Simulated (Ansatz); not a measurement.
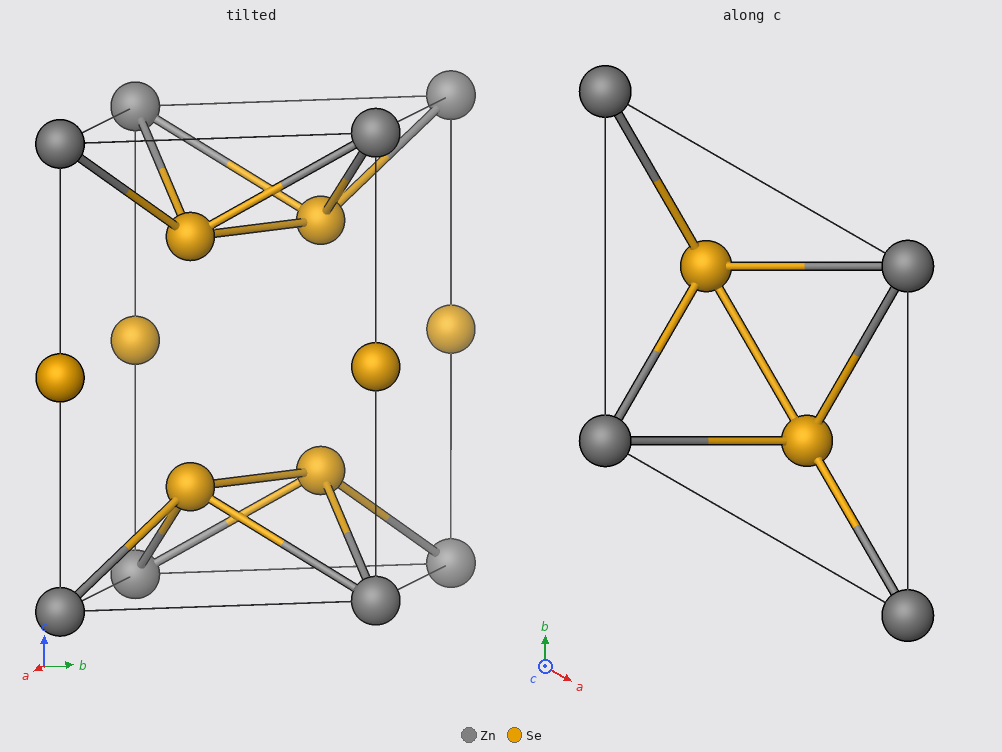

This ball-and-stick model is shown slightly off an axis and along the c axis. The frame is the conventional unit cell; atoms at its boundary are shown with their periodic copies. Cell: a = 4.69 Å, b = 4.69 Å, c = 6.69 Å, α = 90.00°, β = 90.00°, γ = 120.00°.

The cell started as a random cell made by a generator, so it need not be a real form of the compound. Earlier steps of the study may have refined or changed the cell and positions. It was the input of a calculation with Ansatz.

**What structure is drawn here?**

The material is ZnSe₅. The structure has P6/mmm (No. 191) symmetry and a primitive hexagonal lattice. It has 6 atoms to the cell (1 Zn, 5 Se). Coordination numbers (contacts within bonding distance): Zn 12 and Se 0 to 6 (mean 4.8).

Run with DFT PBE, scalar-relativistic, plane waves, PAW in Ansatz and these settings: a 420 eV plane-wave basis, 12×12×6 k-mesh, Gaussian smearing of 0.1 eV, no spin polarisation.

**Metal or not?**

A metal: bands cross the Fermi level.

**List the Bader charges.**

Zn +0.50 e; Se -0.23 to -0.07 e.

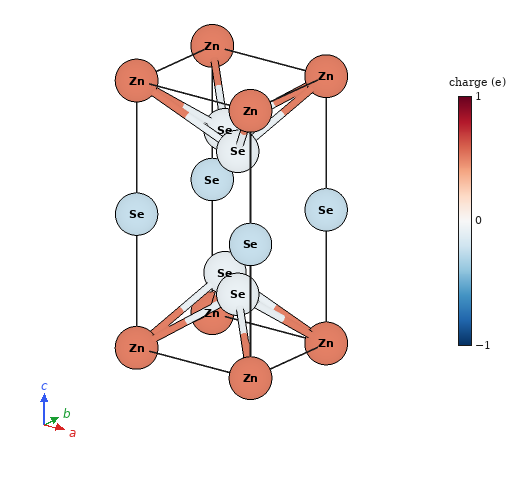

The atoms coloured by those charges. The run's cell of 6 atoms is drawn.

**Is the structure relaxed at this level of theory?**

Yes. All forces vanish to within 0.01 eV/Å. The pressure is 0.0 GPa, close to zero.
